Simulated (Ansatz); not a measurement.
## Electronic structure of WC in real space

The calculation's input:

```
crystal:
  lattice:
    - [3.0603892767, 0.0, 0.0]
    - [0.0, 3.0603892767, 0.0]
    - [0.0, 0.0, 4.499993812]
  atoms:
    - { symbol: W, position: [0.5, 0.0, 0.7173261374] }
    - { symbol: W, position: [0.0, 0.5, 0.2826738626] }
    - { symbol: C, position: [0.5, 0.0, 0.2251009385] }
    - { symbol: C, position: [0.0, 0.5, 0.7748990615] }
basis:
  ecutwfc: 420
kpoints:
  mp_grid: { grid: [16, 16, 10] }
hamiltonian:
  xc: pbe
scf:
  occupations: { method: gaussian, width: 0.1 }
output:
  forces: true
  stress: true
  eigenvalues: true
  write_density: true
  write_potential: true
  elf: true
  volumetric_format: npy
relax:
  adjacent_minimum: "off"
  f_tol: 0.01
  max_steps: 80
  cell: { stress_tol: 0.05 }
```

Command:

```sh
ansatz run input.yaml --threads 1 --pin off --max-ram 2560MiB --backend cpu --events-out ev --progress --plain --runs-dir out
```

Below, planes, directions and counts refer to the conventional cell (a = 3.06 Å, b = 3.06 Å, c = 4.50 Å, α = 90.00°, β = 90.00°, γ = 90.00°).

The fields are those of the run's last geometry, not of the input's.

Space group P4/nmm; a structure generated by program, which may or may not match a known phase.

Computed with DFT PBE, scalar-relativistic, plane waves, PAW in Ansatz 0.2.0.

In a PAW calculation such maps are meaningful between the atoms, not at the nuclei.

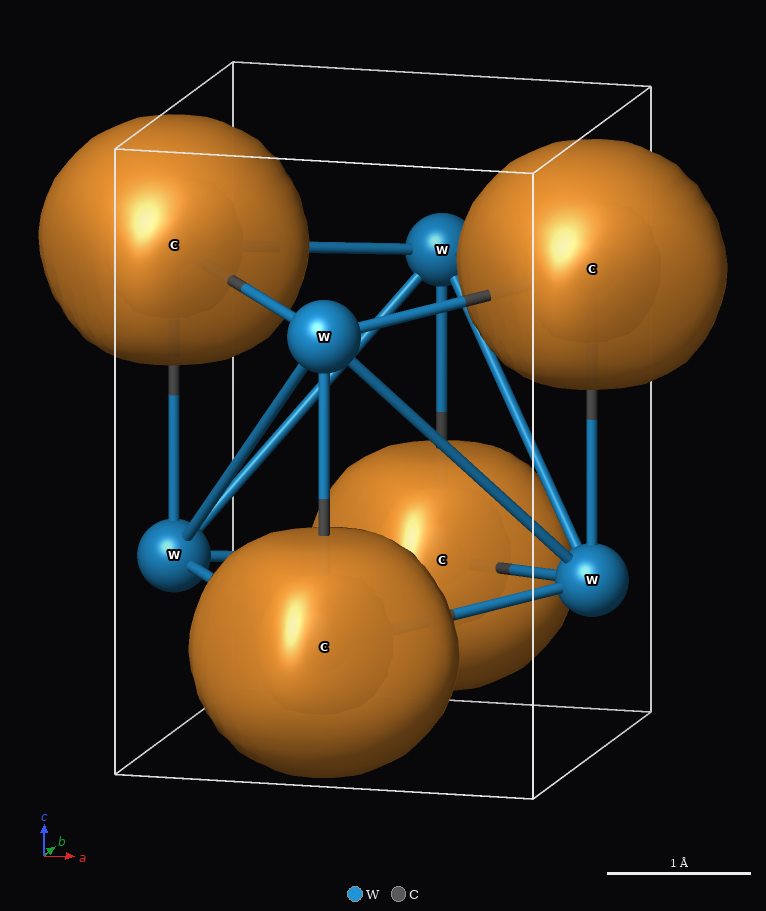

Figure 1. Isosurface of the ELF at 0.65 (orange), seen slightly off an axis. Only the valence region is drawn (cores and ρ < 0.01 e/Å³ removed). Sticks mark near contacts.

Q: What do the ELF domains correspond to?

A: At this value the surface marks out two regions wrapped around C (the valence shell of each), counted in one cell of 4 atoms. Regions shared between cells count once. Profiles from the grid: W–C (2.18 Å): the ELF peaks at about 0.75 in the valence shell of C, 0.7 Å from its nucleus, and is about 0.25 at the midpoint. W–W (2.93 Å): the ELF is about 0.35 at the midpoint.

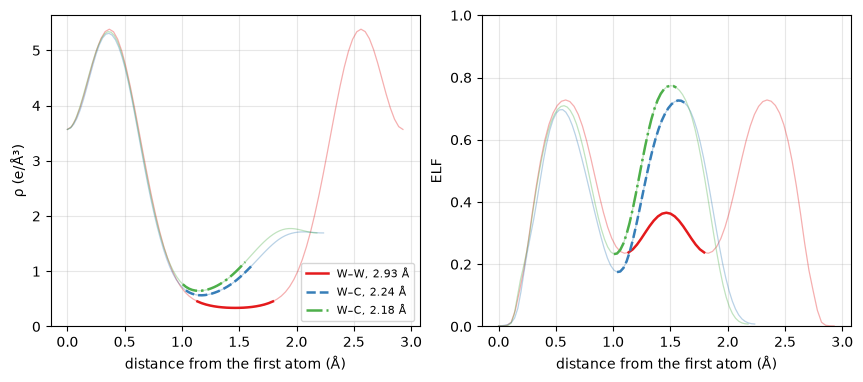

Figure 2. Valence pseudo-density and ELF along straight lines between neighbouring atoms. Thin, pale parts lie inside the atomic spheres.

Q: What can be read from the curves?

A: W–W (2.93 Å): ρ is about 0.34 e/Å³ halfway; the ELF is about 0.35 at the midpoint.
W–C (2.24 Å): ρ is about 0.58 e/Å³ halfway; the ELF peaks at about 0.75 in the valence shell of C, 0.7 Å from its nucleus, and is about 0.20 at the midpoint.
W–C (2.18 Å): ρ is about 0.66 e/Å³ halfway; the ELF peaks at about 0.75 in the valence shell of C, 0.7 Å from its nucleus, and is about 0.25 at the midpoint.

Q: Metal or insulator at this level of theory?

A: It is gapless in this calculation (a metal or semimetal).
